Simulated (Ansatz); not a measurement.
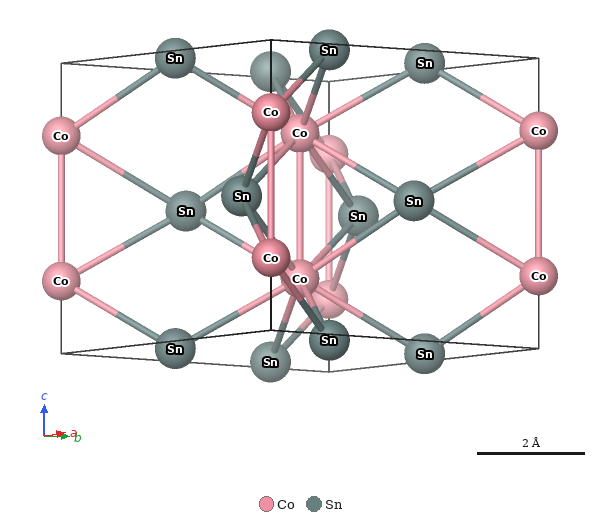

Fig. 1: The input geometry (ball-and-stick view of the cell 2 times as large as that of the calculation, set on its symmetry axes, seen at an oblique angle). Near neighbours in the crystal (not all of them lie inside the picture): Co has 2 Co at 2.73 Å and 8 Sn at 2.76 Å; Sn has 4 Co at 2.76 Å and 1 Sn at 2.84 Å.

CoSn$_{2}$: geometry relaxation

CoSn$_{2}$ (6 atoms in the cell), computed with DFT PBEsol, scalar-relativistic, plane waves, PAW, no spin polarisation (Ansatz 0.2.0).

The structure derives from an entry of the Crystallography Open Database. It belongs to a series of runs on one base structure; here: the database's cell, atoms relaxed.

Output:
```
Warning: output.stress: scf.convergence.dr2_threshold = 1e-7 eV (the SCF's general default) is looser than the 6e-10 eV advised for a printed stress (1e-10 eV for each atom of the cell: 6). What an SCF threshold leaves in a stress goes as its square root, and in the free energy as the threshold itself, and one threshold admits the most on a small cell: of the crystals measured, under no hybrid functional and no lock of the moments, on runs that ended without the residual-converged pass, on stresses that held no estimate of that error, the worst erred by over 100 MPa in a component at 1e-7 eV an atom and by under 5 at 1e-10. Every solve of this run answers to scf.convergence.dr2_threshold, and the tensor of one is reported: a single SCF on the reported geometry and on this run's grids (its basis.xc_grid and basis.ecutrho_ratio typed), with scf.convergence.dr2_threshold at 6e-10 eV or tighter, prints it and tightens no other solve. Else set scf.convergence.dr2_threshold to 6e-10 eV or tighter. The threshold is an SCF's pass mark: one that does not reach it within its budget of iterations ends unconverged, or closes short of it on a stop that the run arms, and scf.convergence.dr2_threshold's page says what that costs each kind of run
Engine: ansatz 0.2.0, x86_64-unknown-linux-gnu
Pseudopotentials: kind: paw
Pseudopotential: Co, paw, valence charge 17, recommended cutoff 420 eV (normal), Co.paw.azcp
Pseudopotential: Sn, paw, valence charge 14, recommended cutoff 420 eV (normal), Sn.paw.azcp
Functional definition: PBEsol
  exchange = pbesol_x
  correlation = pbesol_c
Crystal: 6 atoms, lattice volume = 110.540 Å³
Basis set: ecut = 420 eV, 2169 PW (Γ), exchange–correlation on 72×72×72 points (8 copies of the dense FFT grid, shifted against one another)
Bands: 54, of which v1, the nominal top of the filled ones, is band 45 counted from 1 (44 counted from 0)
Symmetry: 16 space group operations
Space group: I4/mcm (ITA 140), of the structure as read, at distance tolerance 4.8e-5 Å
k-points: 59 of 512
Non-local potential: Co, projectors of the file, l = 0: 3, l = 1: 2, l = 2: 3, l = 3: 1
Non-local potential: Sn, projectors of the file, l = 0: 2, l = 1: 2, l = 2: 2, l = 3: 2
PAW form: soft (Blöchl's): semilocal exchange-correlation on the pseudo side does not see the compensation charge
PAW frozen core: Co, regenerated for the run's functional, and the local potential with it (the file was generated under x = pbe(κ = 0.804, μ = 0.2195149727645171), c = pbe(β = 0.06672455060314922))
PAW frozen core: Sn, regenerated for the run's functional, and the local potential with it (the file was generated under x = pbe(κ = 0.804, μ = 0.2195149727645171), c = pbe(β = 0.06672455060314922))
PAW one-centre angular grid: Co, 590 points (default); XC on 64 Gauss nodes
PAW one-centre angular grid: Sn, 590 points (default); XC on 64 Gauss nodes
Initial density: superposition of atomic densities (neutral atoms: chi_scale 0, normalization atom), corrected by the library's trained network
Initial wavefunctions: pseudopotential atomic-orbital guess
Functional: x = pbesol(κ = 0.804, μ = 0.12345679012345678), c = pbesol(β = 0.046)
SCF iter   1: F=—  HF=-33985.664437 eV  |F-HF|=—  |Δ(HF+E_count)|=         —  Δρ=8.22e-3  dr2=3.75e-2  ethr=1.77e-3  ⟨swp⟩=7.2  Hψ=12909  notcnv=0  defer=14
preconditioner: auto → Kerker (q_TF=auto, 2.636 Å⁻¹)  [metal: Δε(μ)=0.035 eV  Ē_g=16.057 eV  σ=0.100 eV  W_gap=0.19  n_scr=34 (ndim 8)  ℏωp=30.4 eV  f_vac=0.000  D(μ)=3.45/eV (n_scr^D=18)]
SCF iter   2: F=—  HF=-33985.659181 eV  |F-HF|=—  |Δ(HF+E_count)|=   5.26e-3  Δρ=2.96e-3  dr2=4.54e-3  ethr=4.16e-5  ⟨swp⟩=2.5  Hψ=5087  notcnv=0  defer=17
SCF iter   3: F=—  HF=-33985.658775 eV  |F-HF|=—  |Δ(HF+E_count)|=   4.07e-4  Δρ=4.74e-4  dr2=1.42e-4  ethr=5.04e-6  ⟨swp⟩=3.0  Hψ=5764  notcnv=0  defer=17
SCF iter   4: F=—  HF=-33985.658760 eV  |F-HF|=—  |Δ(HF+E_count)|=   1.43e-5  Δρ=1.05e-4  dr2=1.97e-5  ethr=1.57e-7  ⟨swp⟩=2.1  Hψ=3817  notcnv=0  defer=17
SCF iter   5: F=—  HF=-33985.658758 eV  |F-HF|=—  |Δ(HF+E_count)|=   2.47e-6  Δρ=6.40e-5  dr2=7.06e-6  ethr=2.19e-8  ⟨swp⟩=2.2  Hψ=4976  notcnv=0  defer=17
SCF iter   6: F=-33985.658757 eV  HF=-33985.658757 eV  |F-HF|=1.72e-7  |Δ(HF+E_count)|=   1.01e-6  Δρ=1.04e-5  dr2=1.13e-7  ethr=2.78e-9  ⟨swp⟩=12.3  Hψ=24480  notcnv=0
SCF 1 converged in 6 iterations: F = -33985.658757 eV  dr2 = 1.13e-7
  greatest PAW one-centre occupation: 1.001 electrons in one spin orbital (limit 2), on the Co atom at site 1 (counted from 0), in its partial waves of l = 1
relax step   1: F+E_penalty+E_count = -33985.65875656 eV  Δ(F+E_penalty+E_count) = +0.000e0 eV  max|allowed force component| = 6.176e-1 eV/Å  Δτ_max = 0.0000 Å  (6 SCF iters, dr2 threshold 2.50e-6 eV, accepted)
Initial density: handed on by an earlier stage of this run
Initial wavefunctions: those handed on with the density
iter 1 solved again at ethr=2.73e-4 eV; its pass at ethr=3.10e-3 eV (dr2=2.45e-1 eV) is discarded
SCF iter   1: F=—  HF=-33985.623060 eV  |F-HF|=—  |Δ(HF+E_count)|=         —  Δρ=1.70e-2  dr2=2.41e-1  ethr=2.73e-4  ⟨swp⟩=1.0  Hψ=11883  notcnv=0  defer=89
preconditioner: auto → Kerker (q_TF=auto, 2.636 Å⁻¹)  [metal: Δε(μ)=0.013 eV  Ē_g=16.146 eV  σ=0.100 eV  W_gap=0.07  n_scr=34 (ndim 8)  ℏωp=30.4 eV  f_vac=0.000  D(μ)=3.48/eV (n_scr^D=18)]
SCF iter   2: F=—  HF=-33985.601525 eV  |F-HF|=—  |Δ(HF+E_count)|=   2.15e-2  Δρ=7.94e-3  dr2=6.14e-2  ethr=2.67e-4  ⟨swp⟩=1.8  Hψ=3144  notcnv=0  defer=89
SCF iter   3: F=—  HF=-33985.594448 eV  |F-HF|=—  |Δ(HF+E_count)|=   7.08e-3  Δρ=1.47e-3  dr2=3.81e-3  ethr=6.82e-5  ⟨swp⟩=1.0  Hψ=3015  notcnv=0  defer=89
SCF iter   4: F=—  HF=-33985.594158 eV  |F-HF|=—  |Δ(HF+E_count)|=   2.90e-4  Δρ=5.04e-4  dr2=2.11e-4  ethr=4.24e-6  ⟨swp⟩=1.9  Hψ=3367  notcnv=0  defer=89
SCF iter   5: F=—  HF=-33985.594115 eV  |F-HF|=—  |Δ(HF+E_count)|=   4.33e-5  Δρ=1.69e-4  dr2=3.08e-5  ethr=2.35e-7  ⟨swp⟩=2.0  Hψ=3968  notcnv=0  defer=91
SCF iter   6: F=-33985.594110 eV  HF=-33985.594113 eV  |F-HF|=2.65e-6  |Δ(HF+E_count)|=   1.99e-6  Δρ=4.32e-5  dr2=3.93e-6  ethr=2.65e-8  ⟨swp⟩=15.1  Hψ=28815  notcnv=0
SCF 2 converged in 6 iterations: F = -33985.594110 eV  dr2 = 3.93e-6
relax step   2: F+E_penalty+E_count = -33985.59411044 eV  Δ(F+E_penalty+E_count) = +6.465e-2 eV  max|allowed force component| = 5.149e-1 eV/Å  Δτ_max = 0.1950 Å  (6 SCF iters, dr2 threshold 2.38e-5 eV, rejected (line search))
SCF iter   1: F=—  HF=-33985.796573 eV  |F-HF|=—  |Δ(HF+E_count)|=         —  Δρ=1.01e-2  dr2=8.30e-2  ethr=9.40e-4  ⟨swp⟩=4.6  Hψ=8503  notcnv=0  defer=157
preconditioner: auto → Kerker (q_TF=auto, 2.636 Å⁻¹)  [metal: Δε(μ)=0.013 eV  Ē_g=16.105 eV  σ=0.100 eV  W_gap=0.07  n_scr=34 (ndim 8)  ℏωp=30.4 eV  f_vac=0.000  D(μ)=3.31/eV (n_scr^D=18)]
SCF iter   2: F=—  HF=-33985.789212 eV  |F-HF|=—  |Δ(HF+E_count)|=   7.36e-3  Δρ=4.71e-3  dr2=2.13e-2  ethr=9.22e-5  ⟨swp⟩=1.0  Hψ=3717  notcnv=0  defer=157
SCF iter   3: F=—  HF=-33985.786837 eV  |F-HF|=—  |Δ(HF+E_count)|=   2.38e-3  Δρ=9.38e-4  dr2=1.56e-3  ethr=2.37e-5  ⟨swp⟩=1.0  Hψ=3014  notcnv=0  defer=157
SCF iter   4: F=—  HF=-33985.786692 eV  |F-HF|=—  |Δ(HF+E_count)|=   1.45e-4  Δρ=2.75e-4  dr2=6.92e-5  ethr=1.73e-6  ⟨swp⟩=1.7  Hψ=3352  notcnv=0  defer=157
SCF iter   5: F=—  HF=-33985.786685 eV  |F-HF|=—  |Δ(HF+E_count)|=   6.73e-6  Δρ=8.77e-5  dr2=7.94e-6  ethr=7.69e-8  ⟨swp⟩=2.0  Hψ=5617  notcnv=0  defer=157
SCF iter   6: F=—  HF=-33985.786684 eV  |F-HF|=—  |Δ(HF+E_count)|=   1.16e-6  Δρ=2.67e-5  dr2=1.24e-6  ethr=8.82e-9  ⟨swp⟩=2.1  Hψ=5229  notcnv=0  defer=157
SCF iter   7: F=—  HF=-33985.786684 eV  |F-HF|=—  |Δ(HF+E_count)|=   1.85e-7  Δρ=1.06e-5  dr2=1.26e-7  ethr=1.38e-9  ⟨swp⟩=3.0  Hψ=6082  notcnv=0  defer=157
SCF iter   8: F=-33985.786684 eV  HF=-33985.786684 eV  |F-HF|=2.78e-9  |Δ(HF+E_count)|=   1.98e-8  Δρ=2.78e-6  dr2=8.30e-9  ethr=1.11e-10  ⟨swp⟩=13.2  Hψ=20432  notcnv=0
SCF 3 converged in 8 iterations: F = -33985.786684 eV  dr2 = 8.30e-9
relax step   3: F+E_penalty+E_count = -33985.78668356 eV  Δ(F+E_penalty+E_count) = -1.279e-1 eV  max|allowed force component| = 5.557e-3 eV/Å  Δτ_max = 0.0794 Å  (8 SCF iters, accepted)
```

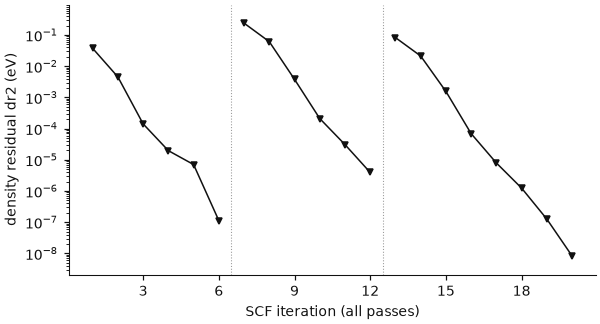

Fig. 2: Convergence of the self-consistent field: density residual dr2 against the SCF iteration. The dotted lines part the SCF passes of the relaxation: geometry steps, rejected trials and re-solves on a re-selected basis. The passes take 6, 6 and 8 iterations.

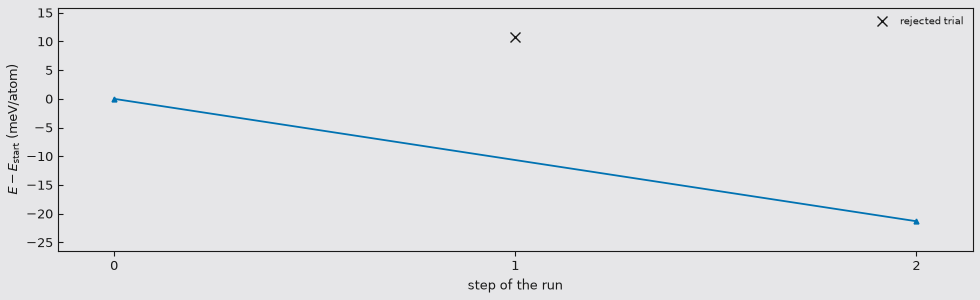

Fig. 3: Progress of the relaxation, step by step (the first geometry is step 0 here and step 1 in the log).

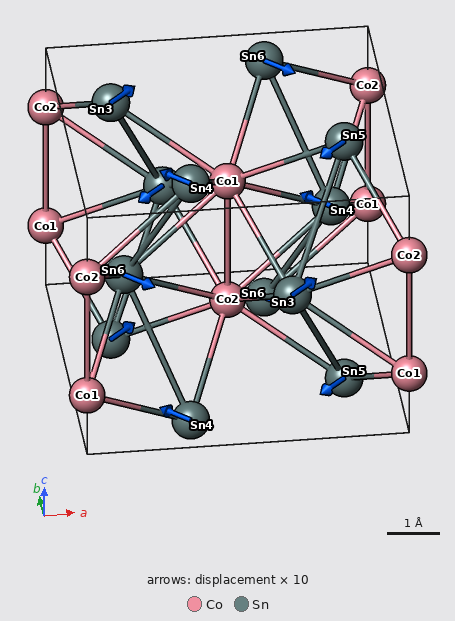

Fig. 4: The starting structure with the displacements as blue arrows, magnified 10 times (ball-and-stick view of the cell 2 times as large as that of the calculation, set on its symmetry axes, seen at an oblique angle). After 2 geometry steps the energy has fallen by 21.3 meV per atom. The largest force component goes from 0.62 to 0.0056 eV/Å. The line search rejected the trial step at point 1 (counted from 0) and went back. The largest moves, 0.079 Å, are those of Sn3, Sn4, Sn5 and Sn6. Co stays in place. The cell stays as it was. Among the contacts that change: Sn3–Sn5 2.844 → 3.003 Å, Co1–Sn3 2.759 → 2.736 Å. The space group stays I4/mcm (No. 140). (Atoms are counted from 1 in the order of the input.)

```
SCF converged after 8 iterations
Free energy (F): -33985.786684 eV
Harris-Foulkes:  -33985.786684 eV  (|F-HF|=2.78e-9)
Internal energy: -33985.770194 eV  (E = F + TS)
E sigma→0 (E₀):  -33985.778439 eV
Entropy (-TS):   -0.016490 eV (-2.748 meV/atom)
Fermi energy:    14.678620 eV
--- Per-component energies (eV) ---
  E_band       = -716.142996
  E_kinetic    = 1663.621231
  E_local      = -9967.432937  (includes V_loc(G=0)·N_el)
  E_nonlocal   = 803.259427
  E_hartree    = 5000.075623
  E_xc         = -1832.750499
  E_vxc        = -797.745737  (∫ρ·V_xc dr)
  E_paw        = -19240.430632  (= ΣΔE_a)
  E_vpaw       = -2417.992289  (= ΣTr[D̂ρ^β])
  E_aug_tail   = 0.000052  (compensation charges beyond the density's cutoff)
  E_ewald      = -10413.628656
  E_core_change = 1.516198  (= ΣΔE_core)
  E_smearing   = -0.016490  (= −TS)
  E_closure    = 0.000000  (closes the sum)
  Σ components = -33985.786684   (vs F -33985.786684, Δ=0.00e0)
--- Forces (eV/Å), atoms counted from 1 ---
  atom   1  Co    -0.00000000    -0.00000000     0.00000000
  atom   2  Co    -0.00000000    -0.00000000    -0.00000000
  atom   3  Sn    -0.00555652    -0.00555652     0.00000000
  atom   4  Sn     0.00555652    -0.00555652    -0.00000000
  atom   5  Sn     0.00555652     0.00555652    -0.00000000
  atom   6  Sn    -0.00555652     0.00555652     0.00000000
  max |Σ_I F_I| component: 2.95e-17 eV/Å
--- Stress (GPa, compression-positive) ---
       -4.264364       0.000000       0.000000
        0.000000      -4.264364      -0.000000
        0.000000      -0.000000      -3.771983
  P = ⅓ Tr σ = -4.1002 GPa (-41.002 kbar)
--- Band table (eV; the first three rows and the last of 59) ---
  k-point 0: bands = ["-79.4539", "-79.4482", "-42.9524", "-42.9098", "-42.9098", "-42.9035", "-42.9035", "-42.8853", "-6.8056", "-6.7775", "-6.7571", "-6.7527", "-6.7527", "-6.7527", "-6.7324", "-6.7324", "-6.7239", "-6.6785", "-6.6634", "-6.6102", "-6.6102", "-6.6079", "-6.5977", "-6.5977", "-6.5906", "-6.5361", "-6.5361", "-6.5353", "2.6547", "8.3914", "9.4582", "9.4582", "11.1573", "11.1573", "11.5189", "11.8170", "12.2136", "12.2136", "12.3511", "12.4574", "12.8314", "13.4079", "13.5993", "13.6441", "14.1313", "14.1313", "15.0689", "15.1099", "15.1099", "15.3754", "17.2887", "19.4657", "19.4657", "19.9442"]
  k-point 1: bands = ["-79.4539", "-79.4482", "-42.9524", "-42.9098", "-42.9098", "-42.9035", "-42.9035", "-42.8853", "-6.8118", "-6.7815", "-6.7745", "-6.7721", "-6.7487", "-6.7454", "-6.7327", "-6.7111", "-6.7026", "-6.6734", "-6.6637", "-6.6286", "-6.6160", "-6.5983", "-6.5980", "-6.5936", "-6.5832", "-6.5532", "-6.5378", "-6.5224", "2.7770", "7.9799", "9.1245", "9.4514", "10.8249", "11.2174", "11.7064", "11.8536", "11.9336", "12.3558", "12.3657", "12.7954", "12.8270", "13.6080", "13.6667", "14.0637", "14.1147", "14.1576", "15.0740", "15.3583", "15.4146", "15.6645", "17.4271", "18.2470", "18.3993", "21.2226"]
  k-point 2: bands = ["-79.4538", "-79.4482", "-42.9524", "-42.9099", "-42.9097", "-42.9035", "-42.9035", "-42.8853", "-6.8309", "-6.7991", "-6.7853", "-6.7569", "-6.7475", "-6.7428", "-6.7335", "-6.7041", "-6.6871", "-6.6580", "-6.6518", "-6.6446", "-6.6268", "-6.5989", "-6.5977", "-6.5825", "-6.5698", "-6.5694", "-6.5389", "-6.5184", "3.1423", "6.9096", "8.7079", "9.4288", "10.8985", "11.2203", "11.3322", "11.3909", "12.2022", "12.6015", "12.7489", "12.8175", "13.1237", "13.6083", "13.6917", "14.0763", "14.1284", "14.7997", "15.3156", "15.9974", "16.3078", "16.4873", "17.2923", "17.7657", "17.9315", "21.5399"]
  k-point 58: bands = ["-79.4538", "-79.4482", "-42.9525", "-42.9099", "-42.9099", "-42.9035", "-42.9035", "-42.8854", "-6.8367", "-6.8318", "-6.8186", "-6.7791", "-6.7187", "-6.7187", "-6.7096", "-6.7096", "-6.6730", "-6.6730", "-6.6708", "-6.6328", "-6.6078", "-6.5699", "-6.5683", "-6.5683", "-6.5663", "-6.5622", "-6.5622", "-6.5519", "6.0882", "6.0882", "6.4559", "7.4105", "8.2991", "8.8211", "11.8646", "11.8646", "12.5104", "12.8377", "13.1124", "13.6288", "13.8569", "14.0321", "14.0321", "14.8070", "14.9545", "16.2974", "17.2554", "17.3572", "17.3572", "17.5142", "17.5142", "20.0331", "20.6953", "20.6953"]
--- Relaxed structure (3 steps of the walk, 2 accepted, 0 SCFs on fresh bases) ---
  F+E_penalty+E_count = -33985.78668356 eV   max|allowed force component| = 5.557e-3 eV/Å
  atoms:
    - { symbol: Co, position: [0.25000000000000006, 0.25000000000000006, 1.8169400114970469e-19] }
    - { symbol: Co, position: [0.7500000000000002, 0.7500000000000002, 1.8169400114970478e-19] }
    - { symbol: Sn, position: [0.666820129591358, 0.16682012959135803, 0.833640259182716] }
    - { symbol: Sn, position: [0.16682012959135806, 0.333179870408642, 0.5] }
    - { symbol: Sn, position: [0.33317987040864205, 0.8331798704086419, 0.1663597408172838] }
    - { symbol: Sn, position: [0.8331798704086419, 0.6668201295913583, 0.49999999999999994] }
```

Trajectory as extended XYZ (Å, eV, eV/Å), 3 frames, from step=1 to step=3:
```
6
Lattice="-3.1825 3.1825 2.7285 3.1825 -3.1825 2.7285 3.1825 3.1825 -2.7285" Properties=species:S:1:pos:R:3:forces:R:3 step=1 energy=-33985.65876
Co    0.0000    0.0000    1.3642    0.0000   0.0000   0.0000
Co    0.0000    0.0000    4.0927    0.0000   0.0000   0.0000
Sn    1.0057    4.1882    0.0000    0.6176   0.6176   0.0000
Sn    2.1768    1.0057    0.0000   -0.6176   0.6176   0.0000
Sn    2.1768   -1.0057    2.7285   -0.6176  -0.6176   0.0000
Sn    1.0057    2.1768    2.7285    0.6176  -0.6176   0.0000
6
Lattice="-3.1825 3.1825 2.7285 3.1825 -3.1825 2.7285 3.1825 3.1825 -2.7285" Properties=species:S:1:pos:R:3:forces:R:3 step=2 energy=-33985.59411 accepted=F
Co    0.0000    0.0000    1.3642    0.0000   0.0000   0.0000
Co    0.0000    0.0000    4.0927    0.0000   0.0000   0.0000
Sn    1.1436    4.3261    0.0000   -0.5149  -0.5149   0.0000
Sn    2.0389    1.1436    0.0000    0.5149  -0.5149   0.0000
Sn    2.0389   -1.1436    2.7285    0.5149   0.5149   0.0000
Sn    1.1436    2.0389    2.7285   -0.5149   0.5149   0.0000
6
Lattice="-3.1825 3.1825 2.7285 3.1825 -3.1825 2.7285 3.1825 3.1825 -2.7285" Properties=species:S:1:pos:R:3:forces:R:3 step=3 energy=-33985.78668
Co    0.0000    0.0000    1.3642    0.0000   0.0000   0.0000
Co    0.0000    0.0000    4.0927    0.0000   0.0000   0.0000
Sn    1.0618    4.2443    0.0000   -0.0056  -0.0056   0.0000
Sn    2.1207    1.0618    0.0000    0.0056  -0.0056   0.0000
Sn    2.1207   -1.0618    2.7285    0.0056   0.0056   0.0000
Sn    1.0618    2.1207    2.7285   -0.0056   0.0056   0.0000
```

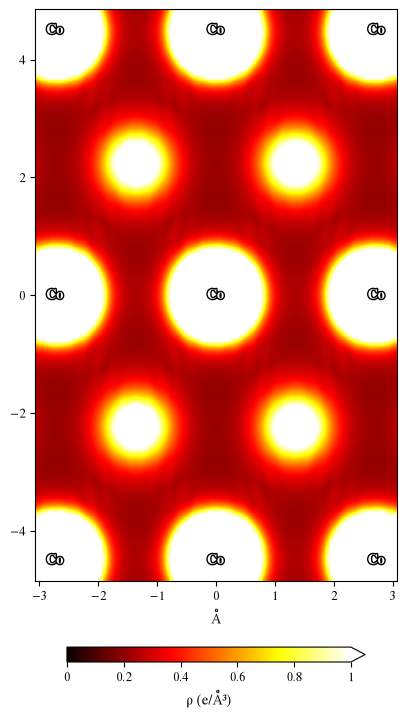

Fig. 5: Valence charge density (pseudo) on the (110) plane of the conventional cell. The section cuts through Co sites. Co–Co (2.73 Å): the density is about 0.25 e/Å³ at the midpoint. Away from the nuclei the density in this plane falls to 0.21 e/Å³ at its lowest. The fields are those of the smooth PAW valence density.

This output came from the following input.

Input:
```yaml
crystal:
  lattice:
    - [-3.1825, 3.1825, 2.7285]
    - [3.1825, -3.1825, 2.7285]
    - [3.1825, 3.1825, -2.7285]
  atoms:
    - { symbol: Co, position: [0.25, 0.25, 0.0] }
    - { symbol: Co, position: [0.75, 0.75, 0.0] }
    - { symbol: Sn, position: [0.658, 0.158, 0.816] }
    - { symbol: Sn, position: [0.158, 0.342, 0.5] }
    - { symbol: Sn, position: [0.342, 0.842, 0.184] }
    - { symbol: Sn, position: [0.842, 0.658, 0.5] }
basis:
  ecutwfc: 420
kpoints:
  mp_grid: { grid: [8, 8, 8] }
hamiltonian:
  xc: pbesol
scf:
  occupations: { method: gaussian, width: 0.1 }
output:
  forces: true
  stress: true
  eigenvalues: true
  write_density: true
  write_potential: true
  elf: true
  volumetric_format: npy
relax:
  adjacent_minimum: "off"
  f_tol: 0.01
  max_steps: 40
```

Command:
```bash
ansatz run input.yaml --threads 1 --pin off --max-ram 2560MiB --backend cpu --events-out ev --progress --plain --runs-dir out
```

Key numbers:

- outcome: converged
- space group (tolerance 0.01 Å): I4/mcm (140)
- electrons treated: 90
- free energy: −33985.7867 eV
- Fermi energy: 14.679 eV
- gap on the k-point mesh: none (metallic)
- pressure: −4.10 GPa
- final volume: 110.54 Å³
- largest force (length of the vector) at the end: 0.008 eV/Å
- final cell: a = 5.263 Å, b = 5.263 Å, c = 5.263 Å, α = 105.59°, β = 105.59°, γ = 117.55°
- hardware: 1 thread of Intel Xeon (Granite Rapids), 176 GiB of memory available, shared host
- wall time: 48 s
- peak memory: 0.58 GiB

Notes:

Warnings of the run: the SCF threshold is looser than advised for the printed stress. The run has no spin polarisation, so a magnetic state may lie lower.
